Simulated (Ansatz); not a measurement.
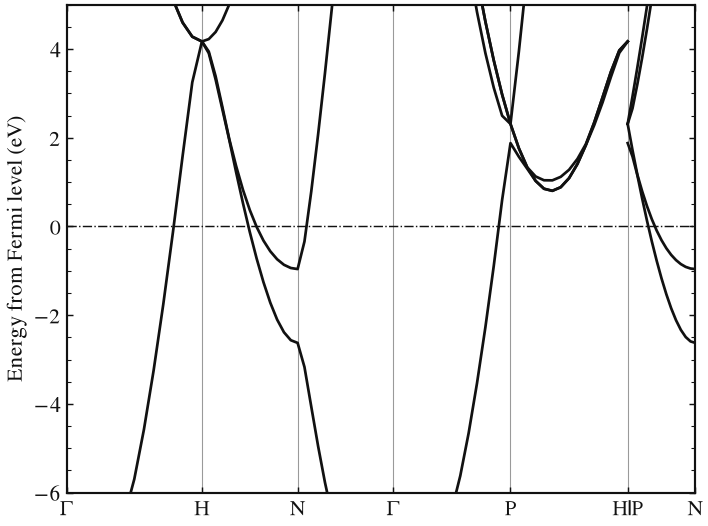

Band structure. Energies are counted from the Fermi level.

### Which Bravais lattice do the labels of the path belong to?

A body-centred cubic lattice: the path Γ–H–N–Γ–P–H|P–N runs through the special points of its Brillouin zone.

The Ansatz input:

```yaml
crystal:
  lattice:
    - [-1.569037, 1.569037, 1.569037]
    - [1.569037, -1.569037, 1.569037]
    - [1.569037, 1.569037, -1.569037]
  atoms:
    - { symbol: Zn, position: [0.0, 0.0, 0.0] }
hamiltonian:
  xc: pbesol
  pseudopotentials: { kind: paw }
kpoints:
  mp_grid: { grid: [12, 12, 12] }
  band_path:
    path:
      - [[0.0, 0.0, 0.0], [0.5, -0.5, 0.5], [0.0, 0.0, 0.5], [0.0, 0.0, 0.0], [0.25, 0.25, 0.25], [0.5, -0.5, 0.5]]
      - [[0.25, 0.25, 0.25], [0.0, 0.0, 0.5]]
    npoints: 14
scf:
  occupations: { method: fermi_dirac, width: 0.05 }
  n_extra_bands: 6
output:
  forces: true
  stress: true
  eigenvalues: true
  fatbands: true
```

System: bcc Zn, space group Im-3m, 1 atom in the primitive cell.

Ansatz; PBEsol, Ansatz PAW, no spin polarisation, no spin-orbit coupling, 12×12×12 k mesh, 420 eV cutoff, Fermi-Dirac smearing of 0.05 eV.

### Does this material conduct, going by its bands?

A metal: 2 bands cross the Fermi level along this path.

### On which lines of the path do bands cross the Fermi level?

Bands cross the Fermi level on Γ–H, H–N, N–Γ, Γ–P and P–N, and not on P–H.

The PAW data sets were made with another functional. The cell is at −5 GPa in this functional. This isn't the form of Zn at room conditions, which is hcp.
